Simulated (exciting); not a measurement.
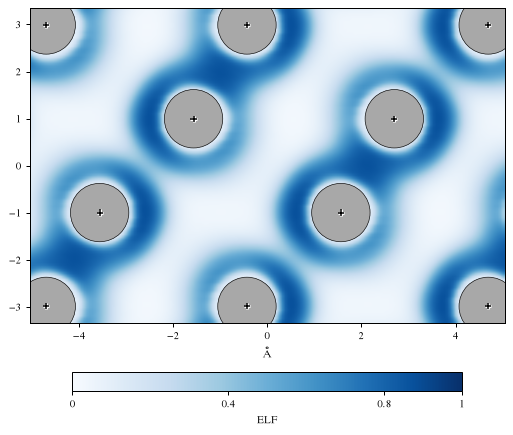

The ELF on a plane through atoms (crosses mark nuclei in the plane; grey discs cover the cores).

The calculation used exciting sodium, Kohn-Sham DFT of a periodic cell, PBEsol, all-electron LAPW+lo, shipped species files.

Candidates:
A. Co, a = 2.49 Å, b = 2.49 Å, c = 4.06 Å, α = 90.00°, β = 90.00°, γ = 120.00°. Space group P-3m1; a structure from a database of computed crystals, not necessarily the ambient phase; not relaxed (largest force 0.4 eV/Å); spin-polarised.
B. Rb, a = 5.91 Å, b = 5.91 Å, c = 5.46 Å, α = 90.00°, β = 90.00°, γ = 90.00°. Space group I4/mmm; a structure from a database of computed crystals, not necessarily the ambient phase.
C. P, a = 3.45 Å, b = 3.45 Å, c = 9.39 Å, α = 90.00°, β = 90.00°, γ = 120.00°. Space group R-3m; a structure from a database of computed crystals, not necessarily the ambient phase.

### Which system is this?

Candidate C: P on the (110) plane of the conventional cell, which holds P. P–P (2.29 Å): the ELF peaks at about 0.85 between the atoms, as expected for localised, covalent bonding.
